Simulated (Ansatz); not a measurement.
Pt: single-point calculation

- system: Pt (2 atoms in the cell)
- method: DFT PBE, scalar-relativistic, plane waves, PAW, PAW set soft_1, no spin polarisation (Ansatz 0.2.0)

The structure derives from an entry of the Crystallography Open Database. Figures and captions count atoms from 1; the log counts them from 0 in places.

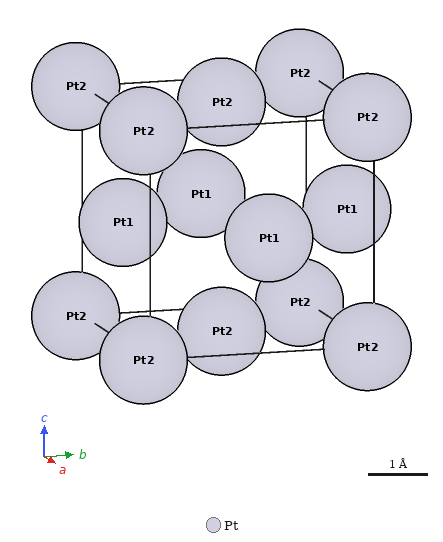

The structure (spheres-only view of the cell 2 times as large as that of the calculation, set on its symmetry axes, seen slightly off an axis; atoms are numbered from 1 in the order of the input). An atom can appear more than once, as a periodic image.

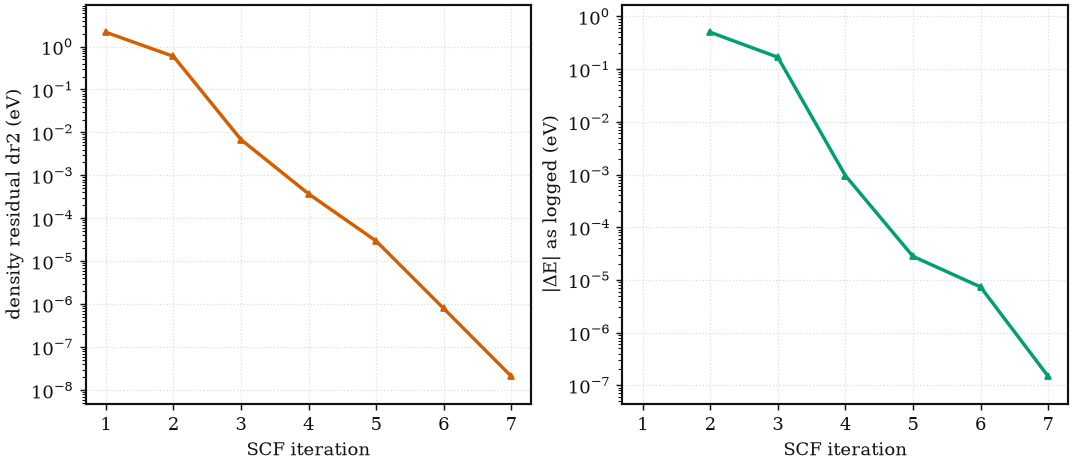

Convergence of the self-consistent field: density residual dr2 and size of the energy change against the SCF iteration. The residual falls at every step.

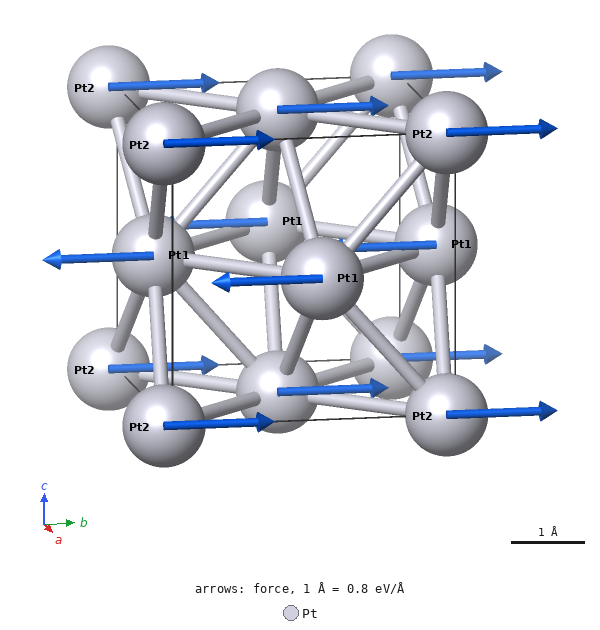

Forces on the atoms as blue arrows (ball-and-stick view of the cell 2 times as large as that of the calculation, set on its symmetry axes, seen slightly off an axis; atoms are numbered from 1 in the order of the input). The largest act on Pt1, Pt2 (1.25 eV/Å). The geometry is not a stationary point of this energy.

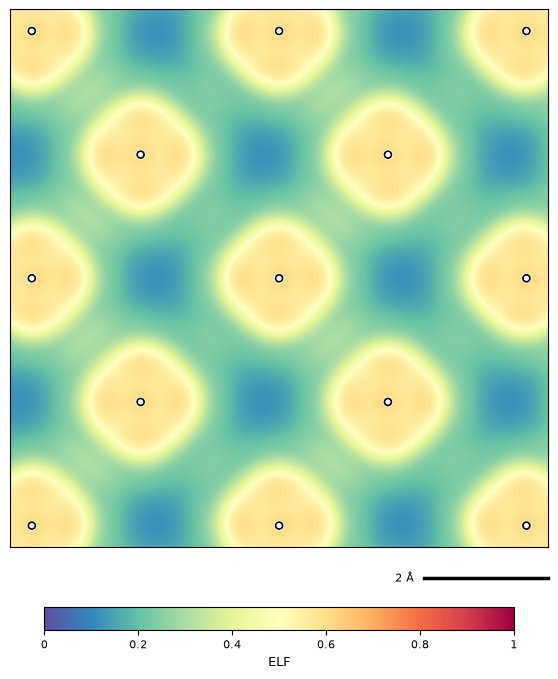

ELF on the (100) plane of the conventional cell. Circles mark the nuclei in the plane (Pt). The section cuts through Pt sites. Pt–Pt (2.64 Å): the ELF is about 0.30 at the midpoint (no shared electron pair). The strong features right at Pt lie inside the PAW spheres (semicore, d or f shells) and say nothing about bonding. In a PAW calculation such maps are meaningful between the atoms, not at the nuclei.

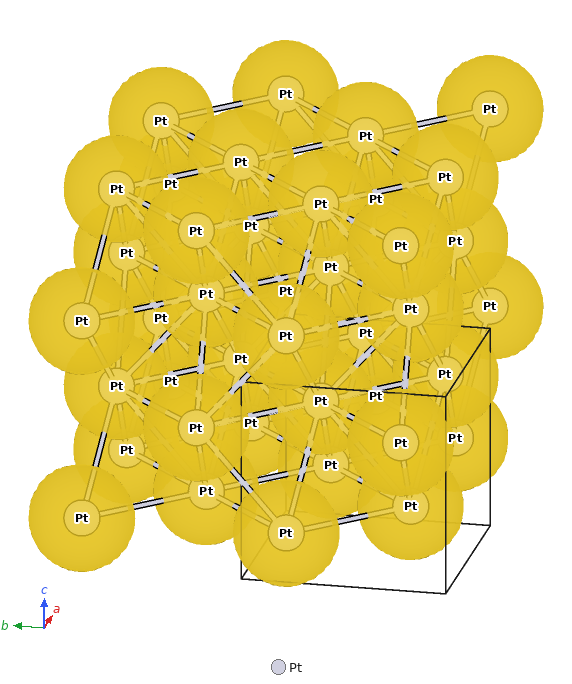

Isosurface of the valence pseudo-density at 0.8 e/Å³ (yellow), seen at an oblique angle. Sticks mark near contacts. The outline is the cell set on symmetry axes. At this value the density breaks into separate islands; it holds about 75 % of the electrons treated as valence (semicore included). It is pinched off along the Pt–Pt (2.64 Å) and Pt–Pt (2.81 Å) contacts. On the grid the lowest density along these lines, outside the cores, is 0.48 e/Å³ (Pt–Pt, 2.64 Å) and 0.35 e/Å³ (Pt–Pt, 2.81 Å).

The input and output of the run follow.

**Input**
```yaml
crystal:
  lattice:
    - [0.0, -1.9849647118, -1.9849647118]
    - [0.0, 1.9849647118, -1.9849647118]
    - [3.9699294236, 0.0, 0.0]
  atoms:
    - { symbol: Pt, position: [0.529975344, 0.470024656, 0.5] }
    - { symbol: Pt, position: [-0.029975344, 0.029975344, 0.0] }
basis:
  ecutwfc: 420
kpoints:
  mp_grid: { grid: [16, 16, 12] }
hamiltonian:
  xc: pbe
  pseudopotentials: { kind: paw, azcp: { folder: soft_1 } }
scf:
  occupations: { method: gaussian, width: 0.15 }
output:
  forces: true
  stress: true
  eigenvalues: true
  write_density: true
  write_potential: true
  elf: true
  volumetric_format: npy
```

Launch command:
```bash
ansatz run input.yaml --threads 2 --pin off --max-ram 4096MiB --backend cpu --events-out ev --progress --plain --runs-dir out
```

**Output**
```
Engine: ansatz 0.2.0, aarch64-unknown-linux-gnu
Pseudopotentials: kind: paw
Pseudopotential: Pt, paw, valence charge 18, recommended cutoff 420 eV (normal), [file]
Functional definition: PBE
  parameter kappa = 0.804
  parameter beta = 0.06672455060314922
  exchange = pbe_x(kappa = kappa, mu = beta*pi^2/3)
  correlation = pbe_c(beta = beta)
Crystal: 2 atoms, lattice volume = 31.284 Å³
Basis set: ecut = 420 eV, 633 PW (Γ), exchange–correlation on 40×40×54 points (8 copies of the dense FFT grid, shifted against one another)
Bands: 22, of which v1, the nominal top of the filled ones, is band 18 counted from 1 (17 counted from 0)
Symmetry: 8 space group operations
Space group: Cmcm (ITA 63), of the structure as read, at distance tolerance 3.2e-5 Å
k-points: 511 of 3072
Non-local potential: Pt, projectors of the file, l = 0: 3, l = 1: 2, l = 2: 2, l = 3: 1
PAW form: soft (Blöchl's): semilocal exchange-correlation on the pseudo side does not see the compensation charge
PAW one-centre angular grid: Pt, 590 points (default); XC on 64 Gauss nodes
Initial density: superposition of atomic densities (chi_scale 0.1, normalization cell)
Initial wavefunctions: pseudopotential atomic-orbital guess
Functional: x = pbe(κ = 0.804, μ = 0.2195149727645171), c = pbe(β = 0.06672455060314922)
SCF iter   1: F=—  HF=-25049.953778 eV  |F-HF|=—  |Δ(HF+E_count)|=         —  Δρ=8.45e-2  dr2=2.15e0  ethr=3.10e-3  ⟨swp⟩=4.2  Hψ=41228  notcnv=0
preconditioner: auto → Kerker (q_TF=auto, 2.793 Å⁻¹)  [metal: Δε(μ)=0.008 eV  Ē_g=8.909 eV  σ=0.150 eV  W_gap=0.03  n_scr=14 (ndim 8)  ℏωp=29.7 eV  f_vac=0.000  D(μ)=3.86/eV (n_scr^D=48)]
SCF iter   2: F=—  HF=-25049.454000 eV  |F-HF|=—  |Δ(HF+E_count)|=   5.00e-1  Δρ=4.47e-2  dr2=5.92e-1  ethr=3.10e-3  ⟨swp⟩=2.7  Hψ=20574  notcnv=0
SCF iter   3: F=—  HF=-25049.286289 eV  |F-HF|=—  |Δ(HF+E_count)|=   1.68e-1  Δρ=6.60e-3  dr2=6.83e-3  ethr=1.64e-3  ⟨swp⟩=2.0  Hψ=18138  notcnv=0
SCF iter   4: F=—  HF=-25049.287242 eV  |F-HF|=—  |Δ(HF+E_count)|=   9.53e-4  Δρ=1.09e-3  dr2=3.73e-4  ethr=1.90e-5  ⟨swp⟩=1.6  Hψ=16866  notcnv=0
SCF iter   5: F=—  HF=-25049.287270 eV  |F-HF|=—  |Δ(HF+E_count)|=   2.80e-5  Δρ=3.63e-4  dr2=2.97e-5  ethr=1.04e-6  ⟨swp⟩=2.2  Hψ=16703  notcnv=0
SCF iter   6: F=—  HF=-25049.287262 eV  |F-HF|=—  |Δ(HF+E_count)|=   7.37e-6  Δρ=5.75e-5  dr2=8.00e-7  ethr=8.26e-8  ⟨swp⟩=3.0  Hψ=21686  notcnv=0
SCF iter   7: F=-25049.287263 eV  HF=-25049.287263 eV  |F-HF|=4.51e-9  |Δ(HF+E_count)|=   1.49e-7  Δρ=9.62e-6  dr2=2.11e-8  ethr=2.78e-10  ⟨swp⟩=8.0  Hψ=69902  notcnv=0
SCF 1 converged in 7 iterations: F = -25049.287263 eV  dr2 = 2.11e-8
  greatest PAW one-centre occupation: 1.000 electrons in one spin orbital (limit 2), on the Pt atom at site 1 (counted from 0), in its partial waves of l = 0
SCF converged after 7 iterations
Free energy (F): -25049.287263 eV
Harris-Foulkes:  -25049.287263 eV  (|F-HF|=4.51e-9)
Internal energy: -25049.240905 eV  (E = F + TS)
E sigma→0 (E₀):  -25049.264084 eV
Entropy (-TS):   -0.046357 eV (-23.179 meV/atom)
Fermi energy:    22.295241 eV
--- Per-component energies (eV) ---
  E_band       = -291.237443
  E_kinetic    = 1193.122958
  E_local      = -2961.982519  (includes V_loc(G=0)·N_el)
  E_nonlocal   = 407.623753
  E_hartree    = 1123.618743
  E_xc         = -464.381400
  E_vxc        = -542.401210  (∫ρ·V_xc dr)
  E_paw        = -18967.606692  (= ΣΔE_a)
  E_vpaw       = -634.834822  (= ΣTr[D̂ρ^β])
  E_aug_tail   = 0.002242  (compensation charges beyond the density's cutoff)
  E_ewald      = -5379.637990
  E_smearing   = -0.046357  (= −TS)
  E_closure    = 0.000000  (closes the sum)
  Σ components = -25049.287263   (vs F -25049.287263, Δ=0.00e0)
--- Forces (eV/Å), atoms counted from 1 ---
  atom   1  Pt     0.00000000     1.25069540     0.00000000
  atom   2  Pt     0.00000000    -1.25069540     0.00000000
  max |Σ_I F_I| component: 0.00e0 eV/Å
--- Stress (GPa, compression-positive) ---
        6.490864       0.000000       0.000000
        0.000000       4.264841       0.000000
        0.000000       0.000000      -0.044866
  P = ⅓ Tr σ = 3.5703 GPa (35.703 kbar)
--- Band table (eV; the first three rows and the last of 511) ---
  k-point 0: bands = ["-76.1621", "-76.1191", "-30.5522", "-30.2726", "-30.2264", "-30.1084", "-30.0932", "-30.0884", "12.4546", "15.5726", "16.0838", "18.5710", "18.5897", "18.8480", "20.5461", "20.8940", "22.1947", "22.4492", "22.7828", "24.1482", "30.7633", "33.8560"]
  k-point 1: bands = ["-76.1613", "-76.1198", "-30.5456", "-30.2716", "-30.2241", "-30.1142", "-30.0956", "-30.0908", "12.5460", "15.6045", "16.1117", "18.5238", "18.6169", "18.9002", "20.4784", "20.8979", "22.1728", "22.3757", "22.6955", "23.6603", "31.3955", "33.9910"]
  k-point 2: bands = ["-76.1592", "-76.1220", "-30.5264", "-30.2698", "-30.2172", "-30.1302", "-30.1025", "-30.0977", "12.8164", "15.6892", "16.1957", "18.3385", "18.7498", "19.0544", "20.2726", "20.9221", "22.1029", "22.1624", "22.4538", "22.5817", "32.9226", "34.3709"]
  k-point 510: bands = ["-76.1222", "-76.1222", "-30.4415", "-30.4415", "-30.3543", "-30.3543", "-30.2317", "-30.2317", "16.8622", "16.8622", "17.8523", "17.8523", "17.9723", "17.9723", "20.6270", "20.6270", "22.7516", "22.7516", "28.7934", "28.7934", "30.4098", "30.4098"]
```

**Results in brief**

```json
{"quantity": "outcome", "value": "converged"}
{"quantity": "space group (tolerance 0.01 Å)", "value": "Cmcm (63)"}
{"quantity": "electrons treated", "value": "36"}
{"quantity": "free energy", "value": "−25049.2873 eV"}
{"quantity": "Fermi energy", "value": "22.295 eV"}
{"quantity": "gap on the k-point mesh", "value": "none (metallic)"}
{"quantity": "pressure", "value": "3.57 GPa"}
{"quantity": "largest force (length of the vector)", "value": "1.251 eV/Å"}
{"quantity": "hardware", "value": "2 threads of Arm Neoverse N1, 98 GiB of memory available, shared host"}
{"quantity": "wall time", "value": "19 s (CPU time 37 s)"}
{"quantity": "peak memory", "value": "0.51 GiB"}
```

Spin–orbit coupling is left out, which matters for Pt.
